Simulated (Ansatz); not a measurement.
# C: single-point calculation (part 2 of 2)

C (slab, 16 atoms in the cell); DFT PBEsol, scalar-relativistic, plane waves, PAW, no spin polarisation (Ansatz 0.2.0); cutoff 420 eV, 12×12×1 k-mesh, Gaussian smearing of 0.05 eV. The structure derives from an entry of the Crystallography Open Database. It belongs to a series of runs on one base structure; here: (0 0 1) slab cut from the bulk.

Geometry of the input (Å; fractional positions):
```
2.5054  0.0000  0.0000
-1.2527  2.1697  0.0000
0.0000  0.0000  29.9684
C  0.3333  0.6667  0.2503
C  0.0000  0.0000  0.2675
C  0.0000  0.0000  0.3188
C  0.6667  0.3333  0.3361
C  0.6667  0.3333  0.3882
C  0.0000  0.0000  0.4054
C  0.0000  0.0000  0.4567
C  0.3333  0.6667  0.4740
C  0.3333  0.6667  0.5260
C  0.0000  0.0000  0.5433
C  0.0000  0.0000  0.5946
C  0.6667  0.3333  0.6118
C  0.6667  0.3333  0.6639
C  0.0000  0.0000  0.6812
C  0.0000  0.0000  0.7325
C  0.3333  0.6667  0.7497
```

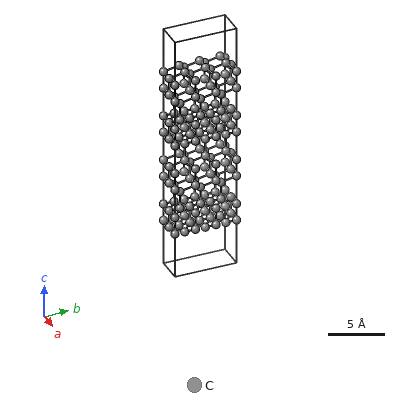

Fig. 1: The structure (ball-and-stick view of the 2 × 3 repeat of the cell, with the vacuum cut short, seen slightly off an axis). An atom can appear more than once, as a periodic image.

Output, continued
```
SCF iter   1: F=—  HF=-3941.431822 eV  |F-HF|=—  |Δ(HF+E_count)|=         —  Δρ=1.54e-2  dr2=9.36e-1  ethr=1.77e-3  p=0.000 e·Å  D=1.54e-13 V/Å  ΔV_dip=-0.00 eV  dr2_dipole=1.45e-6  V_vac-E_F(+/−)=6.51/6.51 eV  ⟨swp⟩=10.4  Hψ=5773  notcnv=0  defer=122
efield: sawtooth ramp at fractional position 0.9800 (placed from the atoms, in the widest stretch of the axis that holds none; the zero of the levels goes with the place), width 0.0400; the density the first Hamiltonian is built on has a dipole p = 0.000 e·Å; the dipole correction subtracts the counter field D = 1.54e-13 V/Å, which shifts the + side's vacuum level by -0.00 eV against the − side's; the planar-averaged density in the ramp window peaks in size at 1.1e-4 e/Å³
preconditioner: auto → LDOS  [insulator: Δε(μ)=0.070 eV  Ē_g=16.343 eV  σ=0.050 eV  W_gap=0.52  n_scr=22 (ndim 8)  ℏωp=23.3 eV  f_vac=0.399  D(μ)=7.67/eV (n_scr^D=44)  ε∞_Penn≈3.0  β→1.0]
SCF iter   2: F=—  HF=-3941.347020 eV  |F-HF|=—  |Δ(HF+E_count)|=   8.48e-2  Δρ=8.66e-3  dr2=3.69e-1  ethr=1.46e-3  p=-0.000 e·Å  D=-7.85e-5 V/Å  ΔV_dip=0.00 eV  dr2_dipole=4.78e-5  V_vac-E_F(+/−)=6.12/6.12 eV  ⟨swp⟩=2.3  Hψ=1203  notcnv=0  defer=174
SCF iter   3: F=—  HF=-3941.359673 eV  |F-HF|=—  |Δ(HF+E_count)|=   1.27e-2  Δρ=8.16e-3  dr2=4.01e-1  ethr=5.77e-4  p=0.000 e·Å  D=2.12e-6 V/Å  ΔV_dip=-0.00 eV  dr2_dipole=3.80e-5  V_vac-E_F(+/−)=5.83/5.83 eV  ⟨swp⟩=4.0  Hψ=1681  notcnv=0  defer=163
SCF iter   4: F=—  HF=-3941.316111 eV  |F-HF|=—  |Δ(HF+E_count)|=   4.36e-2  Δρ=5.22e-3  dr2=1.49e-1  ethr=5.77e-4  p=-0.000 e·Å  D=-2.25e-5 V/Å  ΔV_dip=0.00 eV  dr2_dipole=1.63e-6  V_vac-E_F(+/−)=5.67/5.67 eV  ⟨swp⟩=3.4  Hψ=1496  notcnv=0  defer=157
SCF iter   5: F=—  HF=-3941.306625 eV  |F-HF|=—  |Δ(HF+E_count)|=   9.49e-3  Δρ=3.23e-3  dr2=5.84e-2  ethr=2.33e-4  p=0.000 e·Å  D=2.21e-5 V/Å  ΔV_dip=-0.00 eV  dr2_dipole=3.17e-5  V_vac-E_F(+/−)=5.37/5.37 eV  ⟨swp⟩=3.2  Hψ=1305  notcnv=0  defer=151
SCF iter   6: F=—  HF=-3941.302722 eV  |F-HF|=—  |Δ(HF+E_count)|=   3.90e-3  Δρ=2.10e-3  dr2=3.14e-2  ethr=9.12e-5  p=0.000 e·Å  D=3.80e-5 V/Å  ΔV_dip=-0.00 eV  dr2_dipole=1.58e-5  V_vac-E_F(+/−)=5.28/5.28 eV  ⟨swp⟩=2.8  Hψ=1149  notcnv=0  defer=151
SCF iter   7: F=—  HF=-3941.298211 eV  |F-HF|=—  |Δ(HF+E_count)|=   4.51e-3  Δρ=1.13e-3  dr2=1.16e-2  ethr=4.91e-5  p=0.000 e·Å  D=4.30e-5 V/Å  ΔV_dip=-0.00 eV  dr2_dipole=4.96e-6  V_vac-E_F(+/−)=5.30/5.30 eV  ⟨swp⟩=2.7  Hψ=1002  notcnv=0  defer=151
SCF iter   8: F=—  HF=-3941.298303 eV  |F-HF|=—  |Δ(HF+E_count)|=   9.29e-5  Δρ=6.04e-4  dr2=1.87e-3  ethr=1.81e-5  p=0.000 e·Å  D=4.56e-5 V/Å  ΔV_dip=-0.00 eV  dr2_dipole=3.49e-7  V_vac-E_F(+/−)=5.46/5.46 eV  ⟨swp⟩=3.1  Hψ=1258  notcnv=0  defer=151
SCF iter   9: F=—  HF=-3941.299043 eV  |F-HF|=—  |Δ(HF+E_count)|=   7.39e-4  Δρ=3.00e-4  dr2=2.55e-4  ethr=2.92e-6  p=0.000 e·Å  D=3.44e-5 V/Å  ΔV_dip=-0.00 eV  dr2_dipole=1.84e-7  V_vac-E_F(+/−)=5.58/5.58 eV  ⟨swp⟩=3.2  Hψ=1414  notcnv=0  defer=159
SCF iter  10: F=—  HF=-3941.299067 eV  |F-HF|=—  |Δ(HF+E_count)|=   2.39e-5  Δρ=1.98e-4  dr2=1.05e-4  ethr=3.99e-7  p=0.000 e·Å  D=2.43e-5 V/Å  ΔV_dip=-0.00 eV  dr2_dipole=1.31e-8  V_vac-E_F(+/−)=5.62/5.62 eV  ⟨swp⟩=2.8  Hψ=1481  notcnv=0  defer=156
SCF iter  11: F=—  HF=-3941.299057 eV  |F-HF|=—  |Δ(HF+E_count)|=   9.01e-6  Δρ=1.04e-4  dr2=1.79e-5  ethr=1.65e-7  p=0.000 e·Å  D=1.78e-5 V/Å  ΔV_dip=-0.00 eV  dr2_dipole=1.82e-7  V_vac-E_F(+/−)=5.62/5.62 eV  ⟨swp⟩=2.3  Hψ=1302  notcnv=0  defer=155
SCF iter  12: F=—  HF=-3941.299126 eV  |F-HF|=—  |Δ(HF+E_count)|=   6.86e-5  Δρ=5.20e-5  dr2=3.84e-6  ethr=2.79e-8  p=0.000 e·Å  D=1.27e-5 V/Å  ΔV_dip=-0.00 eV  dr2_dipole=5.65e-8  V_vac-E_F(+/−)=5.63/5.63 eV  ⟨swp⟩=2.4  Hψ=1521  notcnv=0  defer=155
SCF iter  13: F=—  HF=-3941.299126 eV  |F-HF|=—  |Δ(HF+E_count)|=   9.82e-8  Δρ=2.88e-5  dr2=1.48e-6  ethr=6.01e-9  p=0.000 e·Å  D=9.96e-6 V/Å  ΔV_dip=-0.00 eV  dr2_dipole=8.15e-8  V_vac-E_F(+/−)=5.63/5.63 eV  ⟨swp⟩=2.1  Hψ=1359  notcnv=0  defer=155
SCF iter  14: F=—  HF=-3941.299127 eV  |F-HF|=—  |Δ(HF+E_count)|=   4.56e-7  Δρ=1.90e-5  dr2=7.88e-7  ethr=2.31e-9  p=0.000 e·Å  D=8.28e-6 V/Å  ΔV_dip=-0.00 eV  dr2_dipole=2.91e-8  V_vac-E_F(+/−)=5.63/5.63 eV  ⟨swp⟩=2.1  Hψ=1387  notcnv=0  defer=155
SCF iter  15: F=—  HF=-3941.299127 eV  |F-HF|=—  |Δ(HF+E_count)|=   2.53e-7  Δρ=9.17e-6  dr2=2.54e-7  ethr=1.23e-9  p=0.000 e·Å  D=7.05e-6 V/Å  ΔV_dip=-0.00 eV  dr2_dipole=2.79e-8  V_vac-E_F(+/−)=5.63/5.63 eV  ⟨swp⟩=2.1  Hψ=1273  notcnv=0  defer=155
iter 16 met the thresholds in force, and the SCF goes on: an eigenvalue changes by 10.40 meV, over its tolerance of 10.00 meV (output.eigenvalues, Limitations)
SCF iter  16: F=-3941.299127 eV  HF=-3941.299127 eV  |F-HF|=9.53e-8  |Δ(HF+E_count)|=   1.33e-7  Δρ=5.91e-6  dr2=8.48e-8  ethr=1.56e-10  p=0.000 e·Å  D=5.56e-6 V/Å  ΔV_dip=-0.00 eV  dr2_dipole=1.33e-8  V_vac-E_F(+/−)=5.63/5.63 eV  ⟨swp⟩=34.4  Hψ=10573  notcnv=0
SCF iter  17: F=-3941.299127 eV  HF=-3941.299127 eV  |F-HF|=1.06e-7  |Δ(HF+E_count)|=   1.76e-8  Δρ=4.04e-6  dr2=4.18e-8  ethr=1.33e-10  p=0.000 e·Å  D=4.90e-6 V/Å  ΔV_dip=-0.00 eV  dr2_dipole=9.65e-9  V_vac-E_F(+/−)=5.63/5.63 eV  ⟨swp⟩=16.0  Hψ=7244  notcnv=0
the search or the solves at the SCF's close seem to have found levels that the self-consistency loop had missed (the run counts 1). By its estimate they hold under 1e-12 electrons; where the run keeps them, the occupations were computed again with them
SCF 1 converged in 17 iterations: F = -3941.299127 eV  dr2 = 4.18e-8
  greatest PAW one-centre occupation: 0.657 electrons in one spin orbital (limit 2), on the C atom at site 15 (counted from 0), in its partial waves of l = 0
WARN: The output density's exchange-correlation potential varies sharply where the density is thin. Do not read a vacuum level from v_tot or v_xc, or from such a field of the output density. On a cell that repeats whose density bears no net charge and no dipole along the vacuum's axis use v_es (v_loc + v_h of the components); under efield.dipole_correction with no amplitude use v_es + v_field, which holds any external_charges[].barrier, or the levels of the report's work_function block, which leave it out; under a non-zero efield.amplitude the vacuum is tilted and has no level; on a cell that repeats and bears such a dipole with no correction it is tilted too, and efield.dipole_correction with no amplitude gives each side of its ramp a level where efield: is served; in a cell that repeats whose density bears a net charge (total_charge, or a fill off its count) it is curved and has none; of a slab under crystal.periodic whose density bears no net charge use v_es, which has a level on each side, short of where the two are joined; of another it falls or rises all the way out and has none; of a slab beside external_charges read slab_vacuum_level instead, which it has where they leave it neutral. The grid or the basis barely resolves most such structure, and the values can differ between equally converged runs; as a rule a tighter scf.convergence.dr2_threshold does not remove it. Where the density itself ripples (under the LDA too) a higher basis.ecutwfc lessens it. The files hold the spikes' plane waves up to the density's cutoff. Files: v_tot_of_output_density and the like, and their columns of v_z.tsv (output.write_potential); v_xc_of_output_density and the like, and their columns of v_comp_z.tsv (output.write_potential_components). Measured: with its Gaussian average of σ = 0.25 Å subtracted twice, the exchange-correlation potential is over 0.1 eV at 990 of the grid points where the equally averaged density (valence and model cores) is under 1e-3 e/Å³, and 0.267 eV at the most among them, at an averaged density of 8.8e-8 e/Å³. The input density's (outcome.potential() and, of a run that writes arrays, v_tot and v_xc) is over 0.1 eV, so measured, at 763 points of its own thin density, 0.206 eV at the most. See output.write_potential in the manual, Limitations
SCF converged after 17 iterations
an eigenvalue changed by more than its tolerance at an iteration that met the thresholds in force, so the SCF went on 1 time: the last check found none over its tolerance
Free energy (F): -3941.299127 eV
Harris-Foulkes:  -3941.299127 eV  (|F-HF|=1.06e-7)
Internal energy: -3941.277573 eV  (E = F + TS)
E sigma→0 (E₀):  -3941.288350 eV
Entropy (-TS):   -0.021555 eV (-1.347 meV/atom)
Fermi energy:    5.315710 eV
Dipole field:    D = -0.000142 V/Å  (p = -0.000127 e·Å, saw-weighted, corrected)
Work function:   Φ+ = 5.6270 eV   Φ− = 5.6228 eV
Levels:          The Fermi level and band energies are counted from a zero that moves with the ramp; work functions are not
--- Per-component energies (eV) ---
  E_band       = -275.514255
  E_kinetic    = 1465.471726
  E_local      = -69974.760939  (includes V_loc(G=0)·N_el)
  E_nonlocal   = 428.781915
  E_hartree    = 34436.007553
  E_xc         = -770.875813
  E_vxc        = -959.558954  (∫ρ·V_xc dr)
  E_paw        = -1524.521163  (= ΣΔE_a)
  E_vpaw       = -107.439189  (= ΣTr[D̂ρ^β])
  E_aug_tail   = 0.000134  (compensation charges beyond the density's cutoff)
  E_efield     = 0.000000  (sawtooth field / dipole correction)
  E_vefield    = 0.000000  (∫n·V_field dr)
  E_ewald      = 31998.281406
  E_core_change = 0.337608  (= ΣΔE_core)
  E_smearing   = -0.021555  (= −TS)
  E_closure    = -0.000000  (closes the sum)
  Σ components = -3941.299127   (vs F -3941.299127, Δ=0.00e0)
--- Forces (eV/Å), atoms counted from 1 ---
  atom   1  C     -0.00000000     0.00000000     4.23824310
  atom   2  C      0.00000000    -0.00000000    -4.79278906
  atom   3  C      0.00000000     0.00000000     0.82219146
  atom   4  C      0.00000000    -0.00000000    -0.37192314
  atom   5  C      0.00000000    -0.00000000     0.16093863
  atom   6  C      0.00000000     0.00000000    -0.07909055
  atom   7  C      0.00000000    -0.00000000     0.04009716
  atom   8  C     -0.00000000     0.00000000    -0.02787935
  atom   9  C      0.00000000     0.00000000     0.02786946
  atom  10  C     -0.00000000    -0.00000000    -0.04014609
  atom  11  C      0.00000000     0.00000000     0.07914350
  atom  12  C      0.00000000    -0.00000000    -0.16094434
  atom  13  C      0.00000000    -0.00000000     0.37195145
  atom  14  C      0.00000000     0.00000000    -0.82229236
  atom  15  C      0.00000000    -0.00000000     4.79294104
  atom  16  C      0.00000000     0.00000000    -4.23823972
  max |Σ_I F_I| component: 7.12e-5 eV/Å
--- Stress (GPa, compression-positive) ---
        0.096967       0.000000       0.000000
        0.000000       0.096967       0.000000
       -0.000000      -0.000000      -2.583107
  P = ⅓ Tr σ = -0.7964 GPa (-7.964 kbar)
--- Band table (eV; the first three rows and the last of 19) ---
  k-point 0: bands = ["-17.3720", "-16.9289", "-16.2974", "-15.5782", "-14.6072", "-13.5198", "-12.3235", "-11.6425", "-8.5278", "-6.8961", "-5.0833", "-3.1749", "-1.1005", "0.9168", "1.4154", "1.4154", "1.7541", "1.7541", "2.1845", "2.1845", "2.7894", "2.7894", "2.8091", "3.3416", "3.3416", "3.8989", "3.8989", "4.6616", "4.6616", "4.7110", "4.7110", "5.2778", "5.4765", "9.8211", "9.8211", "10.2632", "10.4613", "10.4613", "10.6134", "10.8902", "11.0904", "11.0904", "11.2853", "11.8161", "12.2552", "12.3541", "12.3541", "12.5303"]
  k-point 1: bands = ["-17.1988", "-16.7563", "-16.1257", "-15.4074", "-14.4385", "-13.3537", "-12.1607", "-11.4861", "-8.3714", "-6.7494", "-4.9503", "-3.0632", "-1.0229", "0.5514", "0.8679", "0.9653", "1.0375", "1.3533", "1.3898", "1.8506", "1.9852", "2.4398", "2.4701", "2.8169", "3.0288", "3.1326", "3.6103", "3.8501", "3.9133", "4.3759", "4.4259", "5.3977", "5.5160", "9.8632", "10.2263", "10.2271", "10.7038", "10.8240", "10.8863", "10.9959", "11.1633", "11.5833", "11.6093", "12.0428", "12.0920", "12.6753", "12.7594", "12.7826"]
  k-point 2: bands = ["-16.6810", "-16.2402", "-15.6125", "-14.8968", "-13.9346", "-12.8579", "-11.6754", "-11.0189", "-7.9145", "-6.3255", "-4.5760", "-2.7802", "-1.4966", "-1.0931", "-0.8477", "-0.5793", "0.0397", "0.1950", "0.5664", "0.6917", "0.8595", "1.0681", "1.5342", "1.6416", "2.0745", "2.2148", "2.2872", "2.5361", "2.9051", "3.6739", "3.7259", "5.3985", "5.4104", "9.6493", "9.9272", "10.6422", "11.0223", "11.1850", "11.4996", "11.6776", "11.6857", "11.8229", "11.9050", "12.5537", "12.7451", "13.1092", "13.3271", "13.4357"]
  k-point 18: bands = ["-10.2449", "-9.8651", "-9.8207", "-9.6673", "-9.6538", "-9.2332", "-9.0126", "-7.5413", "-7.4922", "-7.3014", "-7.1042", "-6.8748", "-6.7971", "-6.5727", "-5.6722", "-5.6087", "-5.5219", "-5.0715", "-5.0545", "-4.2062", "-3.6933", "-3.3422", "-3.2634", "-3.0496", "-2.3157", "-1.2219", "-1.1473", "-0.9726", "-0.7563", "-0.2782", "0.0849", "5.2303", "5.2396", "9.6656", "9.9356", "10.6749", "12.0646", "12.6702", "12.7770", "13.7380", "13.8254", "14.6063", "15.1282", "15.7792", "16.2035", "16.2669", "16.8789", "17.0318"]
```

Results in brief

| quantity | value |
| --- | --- |
| outcome | converged |
| electrons treated | 64 |
| free energy | −3941.2991 eV |
| work function, top face | 5.63 eV |
| work function, bottom face | 5.62 eV |
| Fermi energy | 5.316 eV |
| gap on the k-point mesh | none (metallic) |
| work function (upper face) | 5.63 eV |
| largest force (length of the vector) | 4.793 eV/Å |
| hardware | 2 threads of Intel Xeon @ 2.50GHz (Skylake/Cascade Lake), 32 GiB of memory available, shared host |
| wall time | 14 s (CPU time 27 s) |
| peak memory | 0.52 GiB |

Notes

Warnings of the run: the exchange-correlation potential is rough where the density is thin.
